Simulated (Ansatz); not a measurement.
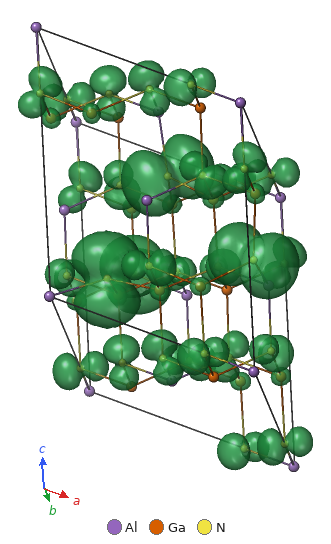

The picture shows: Al4Ga11N16 (cell with a defect). Isosurfaces of the spin density at +0.015 (green) and −0.015 e/Å³ (red), seen at an oblique angle. Sticks mark near contacts.

Spin-polarised.

Level of theory: DFT PBEsol, scalar-relativistic, plane waves, PAW in Ansatz 0.2.0.

Core electrons are frozen (PAW), and the valence fields are smoothed inside the atomic spheres.

Question: Where is the spin, and how is it ordered?

Answer: The spin density sits on N: +0.4 μB (×4) in one cell of 31 atoms: parallel moments (a ferromagnetic arrangement) in this solution. The cell of the calculation (31 atoms) carries 3.0 μB of net spin moment. Only one sign reaches the isovalue.
